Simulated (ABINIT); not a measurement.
## Run report: TaS$_{2}$, optical-spectrum calculation (part 2 of 2)

TaS$_{2}$ (P-3m1, 3 atoms in the cell); Kohn-Sham DFT of a periodic cell, PBE, PseudoDojo NC SR PBE v0.4.1 standard, no spin polarisation (ABINIT 10.8.3); cutoff 680.28 eV, 10×10×6 k-mesh, fermi-dirac of 0.05 eV. The structure derives from an entry of the Crystallography Open Database.

**Output, continued**
```
 cartesian forces (eV/Angstrom) at end:
    1      0.00000000000000     0.00000000000000    -0.00000000000000
    2      0.00000000000000    -0.00000000000000    -1.21047006651072
    3     -0.00000000000000     0.00000000000000     1.21047006651072
 frms,max,avg= 5.7062106E-01 1.2104701E+00   0.000E+00  0.000E+00  0.000E+00 e/A
 length scales=  6.330582521791  6.330582521791 11.073795097820 bohr
              =  3.350000000000  3.350000000000  5.860000000000 angstroms
 Fermi (or HOMO) energy (hartree) =   0.28849   Average Vxc (hartree)=  -0.39485
 Eigenvalues (hartree) for nkpt=  66  k points:
 kpt#   1, nband= 17, wtk=  0.00333, kpt=  0.0000  0.0000  0.0833 (reduced coord)
  -2.23959   -1.00752   -1.00630   -1.00630   -0.26856   -0.19378    0.03371    0.13123
   0.13123    0.23134    0.25791    0.25791    0.28939    0.28939    0.30351    0.43928
   0.43928
      occupation numbers for kpt#   1
   2.00000    2.00000    2.00000    2.00000    2.00000    2.00000    2.00000    2.00000
   2.00000    2.00000    2.00000    2.00000    0.76016    0.76016    0.00057    0.00000
   0.00000
 prteigrs : prtvol=0 or 1, do not print more k-points.

--- !EnergyTerms
iteration_state     : {dtset: 1, }
comment             : Components of total free energy in Hartree
kinetic             :  2.49814974342227E+01
hartree             :  2.01984829290468E+01
xc                  : -2.12183455017728E+01
Ewald energy        : -5.53521930584921E+01
psp_core            :  2.58382422845808E+00
local_psp           : -6.61742884701705E+01
non_local_psp       :  7.69491900105161E+00
internal            : -8.72861034376562E+01
'-kT*entropy'       : -4.34903009394495E-04
total_energy        : -8.72865383406655E+01
total_energy_eV     : -2.37518770886248E+03
band_energy         : -9.45694238626711E+00
...

 Cartesian components of stress tensor (hartree/bohr^3)
  sigma(1 1)= -2.47923900E-04  sigma(3 2)=  0.00000000E+00
  sigma(2 2)= -2.47923900E-04  sigma(3 1)=  0.00000000E+00
  sigma(3 3)= -4.12365136E-04  sigma(2 1)=  0.00000000E+00

-Cartesian components of stress tensor (GPa)         [Pressure=  8.9068E+00 GPa]
- sigma(1 1)= -7.29417296E+00  sigma(3 2)=  0.00000000E+00
- sigma(2 2)= -7.29417297E+00  sigma(3 1)=  0.00000000E+00
- sigma(3 3)= -1.21322012E+01  sigma(2 1)=  0.00000000E+00

================================================================================
== DATASET  2 ==================================================================

--- !DatasetInfo
iteration_state: {dtset: 2, }
dimensions: {natom: 3, nkpt: 66, mband: 24, nsppol: 1, nspinor: 1, nspden: 1, mpw: 2317, }
cutoff_energies: {ecut:  25.0, pawecutdg:  -1.0, }
electrons: {nelect:   2.50000000E+01, charge:   0.00000000E+00, occopt:   3.00000000E+00, tsmear:   1.83746611E-03, }
meta: {optdriver: 0, ionmov: 0, optcell: 0, iscf: -3, paral_kgb: 0, }
...

 mkfilename : getden/=0, take file _DEN from output of DATASET   1.

 Exchange-correlation functional for the present dataset will be:
  GGA: Perdew-Burke-Ernzerhof functional - ixc=11
  J.P.Perdew, K.Burke, M.Ernzerhof, PRL 77, 3865 (1996)

 Real(R)+Recip(G) space primitive vectors, cartesian coordinates (Bohr,Bohr^-1):
 R(1)=  6.3305825  0.0000000  0.0000000  G(1)=  0.1579633  0.0912002  0.0000000
 R(2)= -3.1652913  5.4824453  0.0000000  G(2)=  0.0000000  0.1824004  0.0000000
 R(3)=  0.0000000  0.0000000 11.0737951  G(3)=  0.0000000  0.0000000  0.0903033
 Unit cell volume ucvol=  3.8433901E+02 bohr^3
 Angles (23,13,12)=  9.00000000E+01  9.00000000E+01  1.20000000E+02 degrees

 getcut: wavevector=  0.0000  0.0000  0.0000  ngfft=  30  30  50
         ecut(hartree)=     25.000   => boxcut(ratio)=   2.00603
--------------------------------------------------------------------------------

================================================================================

--- !BeginCycle
iteration_state: {dtset: 2, }
solver: {iscf: -3, nstep: 120, nline: 4, wfoptalg: 0, }
tolerances: {tolwfr: 1.00E-12, }
...

     iter   Etot(hartree)      deltaE(h)  residm     vres2
 Non-SCF case, kpt    1 (  0.00000  0.00000  0.08333), residuals and eigenvalues=
  3.96E-13  5.06E-13  5.48E-13  1.42E-13  2.71E-13  8.63E-13  2.58E-13  6.02E-13
  3.21E-13  2.54E-13  7.89E-13  6.08E-13  4.80E-13  1.84E-13  9.27E-13  6.88E-13
  6.39E-13  4.60E-13  9.04E-13  7.51E-13  2.39E-12  4.77E-10  4.06E-06  5.26E-05
 -2.2396E+00 -1.0075E+00 -1.0063E+00 -1.0063E+00 -2.6856E-01 -1.9378E-01
  3.3707E-02  1.3123E-01  1.3123E-01  2.3134E-01  2.5791E-01  2.5791E-01
  2.8939E-01  2.8939E-01  3.0351E-01  4.3928E-01  4.3928E-01  4.7765E-01
  4.9667E-01  6.1541E-01  6.1541E-01  7.0207E-01  7.5367E-01  7.8168E-01
 prteigrs : prtvol=0 or 1, do not print more k-points.

--- !ResultsGS
iteration_state: {dtset: 2, }
comment   : Summary of ground state results
lattice_vectors:
- [  6.3305825,   0.0000000,   0.0000000, ]
- [ -3.1652913,   5.4824453,   0.0000000, ]
- [  0.0000000,   0.0000000,  11.0737951, ]
lattice_lengths: [   6.33058,    6.33058,   11.07380, ]
lattice_angles: [ 90.000,  90.000, 120.000, ] # degrees, (23, 13, 12)
lattice_volume:   3.8433901E+02
convergence: {deltae:  0.000E+00, res2:  0.000E+00, residm:  9.996E-13, diffor:  0.000E+00, }
etotal    :  -8.72865383E+01
entropy   :   0.00000000E+00
fermie    :   2.88492278E-01
cartesian_stress_tensor: null
pressure_GPa: null
xred      :
- [  0.0000E+00,   0.0000E+00,   0.0000E+00, Ta]
- [  6.6667E-01,   3.3333E-01,   7.5000E-01,  S]
- [  3.3333E-01,   6.6667E-01,   2.5000E-01,  S]
cartesian_forces: null
force_length_stats: {min: null, max: null, mean: null, }
...

 Integrated electronic density in atomic spheres:
 ------------------------------------------------
 Atom  Sphere_radius  Integrated_density
    1        2.00000          9.19009257
    2        2.00000          3.99136166
    3        2.00000          3.99136166
================================================================================

 ----iterations are completed or convergence reached----

 Mean square residual over all n,k,spin=   55.303E-14; max=  99.962E-14
 reduced coordinates (array xred) for    3 atoms
       0.000000000000      0.000000000000      0.000000000000
       0.666666666667      0.333333333333      0.750000000000
       0.333333333333      0.666666666667      0.250000000000

 cartesian coordinates (angstrom) at end:
    1      0.00000000000000     0.00000000000000     0.00000000000000
    2      1.67500000000000     0.96706170091000     4.39500000000000
    3     -0.00000000000000     1.93412340182000     1.46500000000000
 length scales=  6.330582521791  6.330582521791 11.073795097820 bohr
              =  3.350000000000  3.350000000000  5.860000000000 angstroms
 Eigenvalues (hartree) for nkpt=  66  k points:
 kpt#   1, nband= 24, wtk=  0.00333, kpt=  0.0000  0.0000  0.0833 (reduced coord)
  -2.23959   -1.00752   -1.00630   -1.00630   -0.26856   -0.19378    0.03371    0.13123
   0.13123    0.23134    0.25791    0.25791    0.28939    0.28939    0.30351    0.43928
   0.43928    0.47765    0.49667    0.61541    0.61541    0.70207    0.75367    0.78168
      occupation numbers for kpt#   1
   2.00000    2.00000    2.00000    2.00000    2.00000    2.00000    2.00000    2.00000
   2.00000    2.00000    2.00000    2.00000    0.76016    0.76016    0.00057    0.00000
   0.00000    0.00000    0.00000    0.00000    0.00000    0.00000    0.00000    0.00000
 prteigrs : prtvol=0 or 1, do not print more k-points.

--- !EnergyTerms
iteration_state     : {dtset: 2, }
comment             : Components of total free energy in Hartree
kinetic             :  2.49814972693998E+01
hartree             :  2.01984829290469E+01
xc                  : -2.12183455017728E+01
Ewald energy        : -5.53521930584921E+01
psp_core            :  2.58382422845808E+00
local_psp           : -6.61742884701705E+01
non_local_psp       :  7.69491891596409E+00
internal            : -8.72861036875665E+01
'-kT*entropy'       : -4.34902976652443E-04
total_energy        : -8.72865385905432E+01
...

--- !EnergyTermsDC
iteration_state     : {dtset: 2, }
comment             : '"Double-counting" decomposition of free energy'
band_energy         : -9.45694231840917E+00
Ewald energy        : -5.53521930584921E+01
psp_core            :  2.58382422845808E+00
xc_dc               : -2.50607922892385E+01
internal            : -8.72861034376816E+01
'-kT*entropy'       : -4.34902976652443E-04
total_energy_dc     : -8.72865383406583E+01
...

================================================================================
== DATASET  3 ==================================================================

--- !DatasetInfo
iteration_state: {dtset: 3, }
dimensions: {natom: 3, nkpt: 66, mband: 20, nsppol: 1, nspinor: 1, nspden: 1, mpw: 2317, }
cutoff_energies: {ecut:  25.0, pawecutdg:  -1.0, }
electrons: {nelect:   2.50000000E+01, charge:   0.00000000E+00, occopt:   3.00000000E+00, tsmear:   1.83746611E-03, }
meta: {optdriver: 8, wfk_task: 7, }
...

 mkfilename : getwfk/=0, take file _WFK from output of DATASET   2.

 Exchange-correlation functional for the present dataset will be:
  GGA: Perdew-Burke-Ernzerhof functional - ixc=11
  J.P.Perdew, K.Burke, M.Ernzerhof, PRL 77, 3865 (1996)

--------------------------------------------------------------------------------

 Computation of velocity matrix elements (DDK)

 Parameters extracted from the Abinit header:
    ecut:     25.0
    nkpt:    600
    mband:   24
    nsppol:  1
    nspinor: 1
    useylm:  0
    inclvkb: 2
    bmin: 1, bmax: 24
    Computing diagonal and off-diagonal matrix elements
    Between band index bmin: 1, bmax: 24

== END DATASET(S) ==============================================================
================================================================================

 -outvars: echo values of variables after computation  --------
            acell      6.3305825218E+00  6.3305825218E+00  1.1073795098E+01 Bohr
           etotal1    -8.7286538341E+01
           etotal2    -8.7286538341E+01
           etotal3     0.0000000000E+00
            fcart1     5.6711900027E-29  3.2742630746E-29 -0.0000000000E+00
                       5.6711900027E-29 -1.6371315373E-28 -2.3539894934E-02
                      -1.1342380005E-28  1.3097052298E-28  2.3539894934E-02
            fcart3     0.0000000000E+00  0.0000000000E+00  0.0000000000E+00
                       0.0000000000E+00  0.0000000000E+00  0.0000000000E+00
                       0.0000000000E+00  0.0000000000E+00  0.0000000000E+00
            rprim      1.0000000000E+00  0.0000000000E+00  0.0000000000E+00
                      -5.0000000000E-01  8.6602540380E-01  0.0000000000E+00
                       0.0000000000E+00  0.0000000000E+00  1.0000000000E+00
           strten1    -2.4792389981E-04 -2.4792390004E-04 -4.1236513641E-04
                       0.0000000000E+00  0.0000000000E+00  0.0000000000E+00
           strten3     0.0000000000E+00  0.0000000000E+00  0.0000000000E+00
                       0.0000000000E+00  0.0000000000E+00  0.0000000000E+00
           xangst      0.0000000000E+00  0.0000000000E+00  0.0000000000E+00
                       1.6750000000E+00  9.6706170091E-01  4.3950000000E+00
                      -3.2693021784E-17  1.9341234018E+00  1.4650000000E+00
             xred      0.0000000000E+00  0.0000000000E+00  0.0000000000E+00
                       6.6666666667E-01  3.3333333333E-01  7.5000000000E-01
                       3.3333333333E-01  6.6666666667E-01  2.5000000000E-01
 Calculation completed.
```

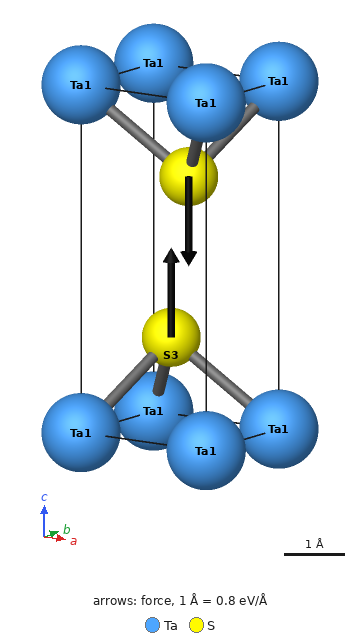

Forces on the atoms as black arrows (ball-and-stick view of the cell of the calculation, seen slightly off an axis; atoms are numbered from 1 in the order of the input). The largest act on S2, S3 (1.21 eV/Å). The geometry is not a stationary point of this energy.

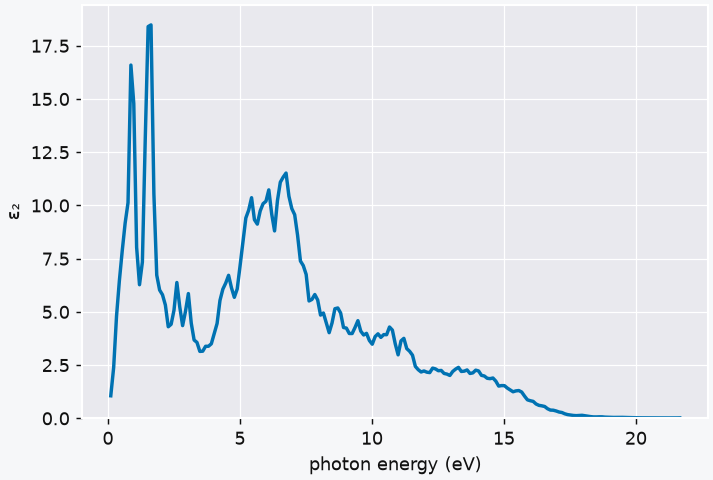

Imaginary part of the dielectric function (first component that the program prints). The highest peak, 18.5, lies at 1.63 eV.

This output came from the following input.

**Input**
```
# Datasets
ndtset 3

# Pseudopotentials
pp_dirpath "./"
pseudos "Ta.upf, S.upf"

# Structure
acell 3.35 3.35 5.86 Angstrom
rprim
     1.0000000000     0.0000000000     0.0000000000
    -0.5000000000     0.8660254038     0.0000000000
     0.0000000000     0.0000000000     1.0000000000
ntypat 2
znucl 73 16
natom 3
typat 1 2 2
xred
            0.0            0.0            0.0
            2/3            1/3            3/4
            1/3            2/3            1/4

# Plane-wave basis
ecut 680.284656 eV

# k points
ngkpt 10 10 6
nshiftk 1
shiftk 0.0 0.0 0.5
istwfk *1

# Exchange and correlation
ixc 11

# Bands and occupations
occopt 3
tsmear 0.05 eV

# SCF cycle
nstep 80

# Output
iomode 3
prteig 0
prtebands 0

# Dataset 1: ground state
nband1 17
tolvrs1 1.0e-12
prtden1 1
prtwf1 0
kptopt1 1

# Dataset 2: empty bands at fixed density
iscf2 -3
getden2 1
nband2 24
nbdbuf2 4
tolwfr2 1.0e-12
nstep2 120
prtden2 0
kptopt2 1

# Dataset 3: wave functions and velocity matrix elements in the full zone
optdriver3 8
wfk_task3 "wfk_optics_fullbz"
getwfk3 2
nband3 20
kptopt3 1
prtevk3 1
inclvkb3 2
```

**File optic.abi**
```
&FILES
 ddkfile_1 = 'runo_DS3_1_EVK.nc',
 ddkfile_2 = 'runo_DS3_2_EVK.nc',
 ddkfile_3 = 'runo_DS3_3_EVK.nc',
 wfkfile = 'runo_DS3_WFK.nc'
/
&PARAMETERS
 broadening = 0.003675,
 domega = 0.002,
 maxomega = 0.8,
 scissor = 0.000000,
 tolerance = 0.002
/
&COMPUTATIONS
 num_lin_comp = 2,
 lin_comp = 11,33,
 num_nonlin_comp = 0
/
```

Run as:
```bash
abinit run.abi > log 2>&1
optic optic.abi > optic.log 2>&1
```

**Summary**

```tsv
quantity	value
outcome	converged
space group (tolerance 0.01 Å)	P-3m1 (164)
electrons treated	25
free energy	−2375.1877 eV
Fermi energy	7.850 eV
gap on the k-point mesh	none (metallic)
pressure	8.91 GPa
largest force (length of the vector)	1.210 eV/Å
hardware	1 thread of Arm Neoverse V2, 24 GiB of memory available, shared host
wall time	3.2 min
peak memory	0.61 GiB
```

Points of doubt noted for this run: cutoff too low for stress; no intraband term. Spin–orbit coupling is left out, which matters for Ta. The cell holds an odd number of electrons but the run has no spin polarisation, so it comes out as a metal. The cell is under a pressure of 8.9 GPa at this level, so it is not at its equilibrium volume.
